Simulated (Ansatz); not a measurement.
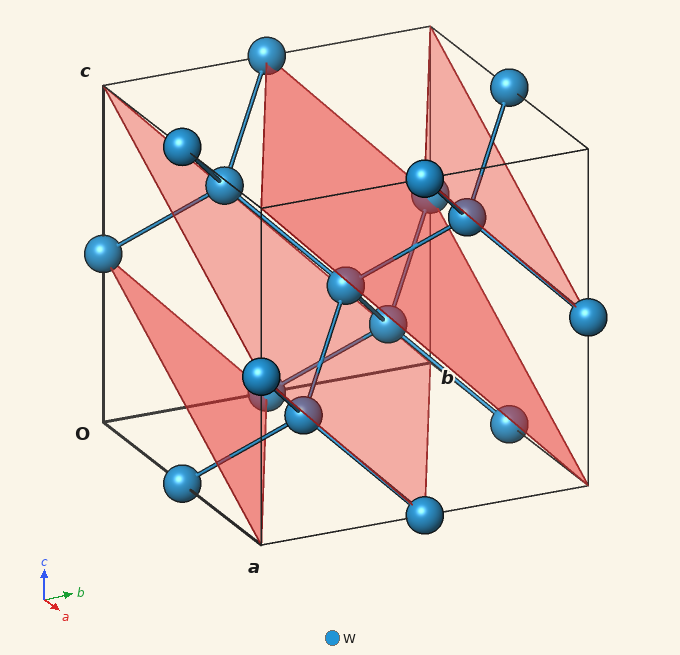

Crystal: W, the input geometry of an electronic-structure calculation (not necessarily at equilibrium); the starting structure was generated, so it need not be a known form of this composition. Every member of one family of equally spaced planes, hx + ky + lz = a whole number, that cuts the unit cell is shaded (one member passes through the origin O, touching the cell only at an edge or corner). The drawing is computed from the coordinates (standard cell, symmetry found to 0.002 Å).

a = 5.858 Å, b = 5.858 Å, c = 5.858 Å, α = 90.00°, β = 90.00°, γ = 90.00°.

> What are the Miller indices?

(1 2 2); the opposite sign names the same planes. The member next to the origin meets the axes a at 1, b at 1/2, c at 1/2.

> What is the spacing?

d = 1.953 Å.

> Which atoms of the cell lie in these planes (within 0.03 Å)?

2 of the 8 W.

> The space group is Fd-3m, No. 227, origin choice 1. How many reflections hkl are equivalent to this one (itself included), and does it occur?

24 reflections are equivalent in the Laue class m-3m. The reflection is systematically absent, by the centring.
